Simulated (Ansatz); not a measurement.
System: ZnO.

```
Zn O
1.0
     3.24940    0.00000    0.00000
    -1.62470    2.81406    0.00000
     0.00000    0.00000    5.20380
Zn O
2 2
Direct
  0.33333 0.66667 0.00000
  0.66667 0.33333 0.50000
  0.33333 0.66667 0.38210
  0.66667 0.33333 0.88210
```

Space group P6₃mc; computed pressure about 5 GPa in this cell.

The calculation used DFT PBE, scalar-relativistic, plane waves, PAW in Ansatz.

### Predict the valence pseudo-density and electron localisation function between the atoms.

Zn–O (1.99 Å): the density is about 0.59 e/Å³ at the midpoint; the ELF peaks at about 0.85 in the valence shell of O, 0.6 Å from its nucleus, and is about 0.25 at the midpoint; no shared electron pair shows on this line.

### Metal or insulator at this level of theory?

It is gapped, with a Kohn–Sham gap of 0.80 eV on the k-point mesh, an upper bound to the gap of this method.

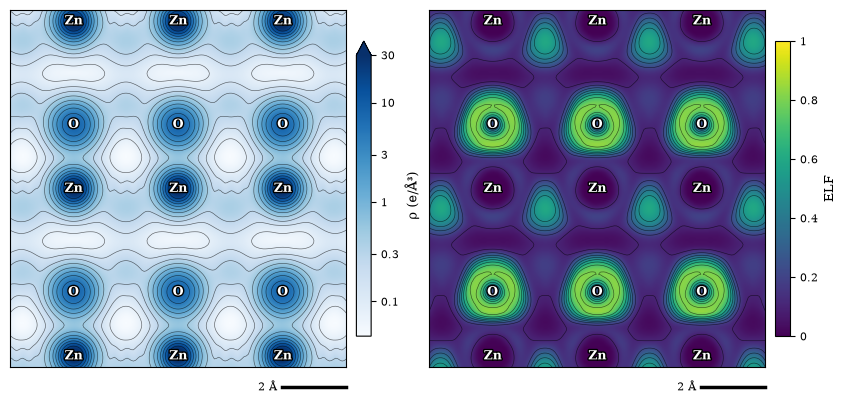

Computed valence pseudo-density and electron localisation function on the (100) plane of the conventional cell, in this order. Atoms just off the plane (Zn, 0.9 Å away and O, 0.9 Å away) can leave unmarked features too.

Core electrons are frozen (PAW), and the valence fields are smoothed inside the atomic spheres.
